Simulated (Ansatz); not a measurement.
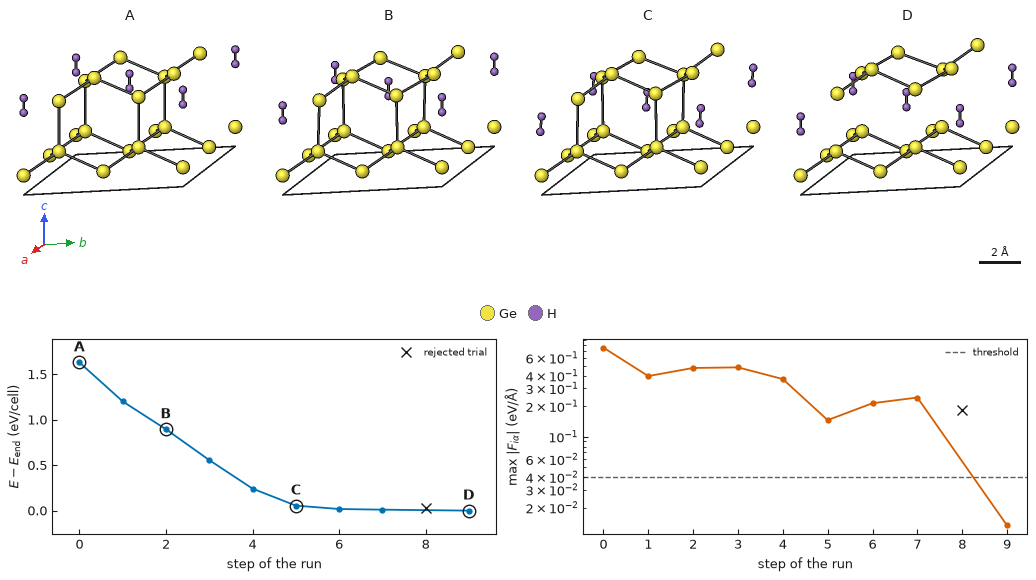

Frames of a constrained relaxation of a slab of composition Ge$_{4}$H (cut from the Fd-3m phase), marked on the history of the run. A ball-and-stick model of the cell of the calculation, outlined in the plane, without the vacuum (origin shifted), seen slightly off an axis.

Case: 2 H2 a cell, upright, over a hollow Ge-Ge site. The slab is the (1 1 1) face of Ge with H2 on it. 8 atoms are held fixed.

Theory: DFT PBE+D3(BJ), scalar-relativistic, plane waves, PAW in Ansatz.

Input
```yaml
crystal:
  lattice:
    - [8.0601468099, 0.0, 0.0]
    - [-4.0300734049, 6.9802918956, 0.0]
    - [0.0, 0.0, 22.863176445]
  atoms:
    - { symbol: Ge, position: [0.6666666667, 0.3333333333, 0.349907635] }
    - { symbol: Ge, position: [0.6666666667, 0.8333333333, 0.349907635] }
    - { symbol: Ge, position: [0.1666666667, 0.3333333333, 0.349907635] }
    - { symbol: Ge, position: [0.1666666667, 0.8333333333, 0.349907635] }
    - { symbol: Ge, position: [0.5, 0.5, 0.3858884312] }
    - { symbol: Ge, position: [0.5, 0.0, 0.3858884312] }
    - { symbol: Ge, position: [0.0, 0.5, 0.3858884312] }
    - { symbol: Ge, position: [0.0, 0.0, 0.3858884312] }
    - { symbol: Ge, position: [0.0, 0.5, 0.4992607467] }
    - { symbol: Ge, position: [0.0, 0.0, 0.4992607467] }
    - { symbol: Ge, position: [0.5, 0.5, 0.4992607467] }
    - { symbol: Ge, position: [0.5, 0.0, 0.4992607467] }
    - { symbol: Ge, position: [0.8333333333, 0.6666666667, 0.5333308007] }
    - { symbol: Ge, position: [0.8333333333, 0.1666666667, 0.5333308007] }
    - { symbol: Ge, position: [0.3333333333, 0.6666666667, 0.5333308007] }
    - { symbol: Ge, position: [0.3333333333, 0.1666666667, 0.5333308007] }
    - { symbol: H, position: [0.6666666667, 0.3333333333, 0.4913418845] }
    - { symbol: H, position: [0.6666666667, 0.3333333333, 0.5241457253] }
    - { symbol: H, position: [1.1666666667, 0.8333333333, 0.4913418845] }
    - { symbol: H, position: [1.1666666667, 0.8333333333, 0.5241457253] }
basis:
  ecutwfc: 420
kpoints:
  mp_grid: { grid: [3, 3, 1] }
hamiltonian:
  xc: pbe
  dispersion: d3bj
scf:
  occupations: { method: gaussian, width: 0.1 }
output:
  forces: true
  eigenvalues: true
  write_density: true
  write_potential: true
  elf: true
  volumetric_format: npy
relax:
  adjacent_minimum: "off"
  f_tol: 0.04
  max_steps: 100
  constraints: [{ sites: [0, 1, 2, 3, 4, 5, 6, 7] }]
efield:
  axis: 3
  dipole_correction: true
  ramp_width: 0.04
```

Run as
```bash
ansatz run input.yaml --threads 4 --pin off --max-ram 10240MiB --backend cpu --events-out ev --progress --plain --runs-dir out
```

Describe the path.

Answer. The largest moves, 0.97 Å, are those of H17 and H19. H17 goes along the normal (−c). By element the largest moves are H 0.97 Å, Ge 0.43 Å. The cell stays as it was. Some distances before and after: Ge6–Ge12 2.592 → 2.990 Å, Ge5–Ge11 2.592 → 2.956 Å, Ge10–Ge14 2.454 → 2.418 Å, H17–H18 0.750 → 0.775 Å. Among the angles between lasting bonds that change: Ge10–Ge16–Ge12 110.4° → 114.2°, Ge9–Ge15–Ge11 110.4° → 108.2°. After 8 accepted moves (9 points after the start) the energy has fallen by 1.631 eV per cell of the calculation. Largest force component: 0.76 eV/Å at the start, 0.013 eV/Å at the end. The line search rejected the trial step at point 8 of the run. Cost: 4.7 min on 4 threads of Arm Neoverse V2, on a shared host, peak memory 3 GiB. From step 0 to 2: H atoms move most (0.40 Å), energy −0.736 eV per cell of the calculation. From step 2 to 5: H atoms move most (0.58 Å), energy −0.840 eV per cell of the calculation. From step 5 to 9: Ge atoms move most (0.26 Å), energy −55.2 meV per cell of the calculation.

```csv
step,"E − E(0), meV/atom","largest force component, eV/Å",note
0,0.00,0.7582,
1,-21.44,0.3971,
2,-36.78,0.4777,
3,-53.73,0.4842,
4,-69.43,0.3713,
5,-78.77,0.1460,
6,-80.64,0.2144,
7,-81.01,0.2440,
8,-80.31,0.1849,rejected
9,-81.53,0.0133,
```

Limits of the set-up: the periodic images lie only 8.1 Å apart, so the values are limited by the cell's size.
